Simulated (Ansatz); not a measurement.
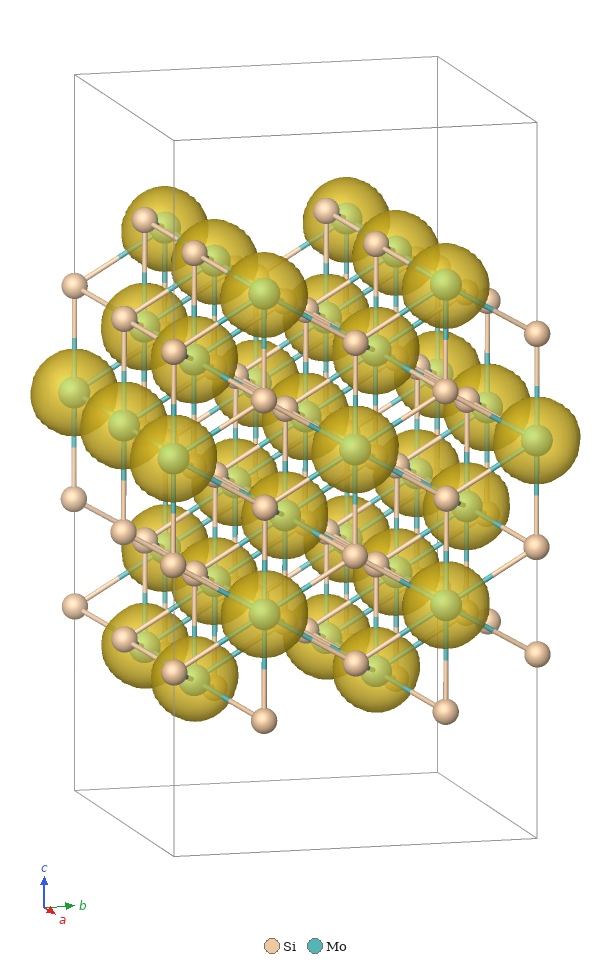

*Si$_{2}$Mo (slab). Isosurface of the valence electron density at 0.6 e/Å³ (yellow), seen slightly off an axis. Sticks mark near contacts.*

Not relaxed (largest force 1.6 eV/Å); computed without spin polarisation.

These are results of DFT PBEsol, scalar-relativistic, plane waves, PAW (Ansatz), not measurements.

The density is the valence pseudo-density of a PAW calculation; it isn't the true density close to the nuclei.

Input file:

```
crystal:
  lattice:
    - [4.5114405092, 0.0, 0.0]
    - [0.0, 4.514619133, 0.0]
    - [0.0, 0.0, 26.0589999161]
  atoms:
    - { symbol: Si, position: [0.0, 0.4971746803, 0.2878084356] }
    - { symbol: Mo, position: [0.5, 0.2496480872, 0.3125437174] }
    - { symbol: Si, position: [0.0, 0.0021214941, 0.3372789992] }
    - { symbol: Si, position: [0.5, 0.7468227674, 0.3627909487] }
    - { symbol: Mo, position: [0.0, 0.4992961743, 0.3875262304] }
    - { symbol: Si, position: [0.5, 0.2517695812, 0.4122615122] }
    - { symbol: Si, position: [0.0, 0.9964708546, 0.4377734617] }
    - { symbol: Mo, position: [0.5, 0.7489442615, 0.4625087435] }
    - { symbol: Si, position: [0.0, 0.5014176684, 0.4872440253] }
    - { symbol: Si, position: [0.5, 0.2461189417, 0.5127559747] }
    - { symbol: Mo, position: [0.0, 0.9985923486, 0.5374912565] }
    - { symbol: Si, position: [0.5, 0.7510657555, 0.5622265383] }
    - { symbol: Si, position: [0.0, 0.4957670289, 0.5877384878] }
    - { symbol: Mo, position: [0.5, 0.2482404358, 0.6124737696] }
    - { symbol: Si, position: [0.0, 0.0007138427, 0.6372090513] }
    - { symbol: Si, position: [0.5, 0.7454151161, 0.6627210008] }
    - { symbol: Mo, position: [0.0, 0.497888523, 0.6874562826] }
    - { symbol: Si, position: [0.5, 0.2503619299, 0.7121915644] }
basis:
  ecutwfc: 420
kpoints:
  mp_grid: { grid: [8, 8, 1] }
hamiltonian:
  xc: pbesol
scf:
  occupations: { method: gaussian, width: 0.1 }
output:
  forces: true
  stress: true
  eigenvalues: true
  write_density: true
  write_potential: true
  elf: true
  volumetric_format: npy
efield:
  axis: 3
  dipole_correction: true
  ramp_width: 0.04
```

Run with:

```sh
ansatz run input.yaml --threads 2 --pin off --max-ram 5120MiB --backend cpu --events-out ev --progress --plain --runs-dir out
```

Question: What does this surface tell about the bonding?

Answer: At this value the density breaks into separate islands; it holds about 45 % of the electrons treated as valence (semicore included). It bridges none of the near contacts. It is pinched off along the sampled Si–Mo (2.60 Å) contacts. On the grid the lowest density along these lines, outside the cores, is 0.4 e/Å³ (Si–Mo, 2.60 Å).
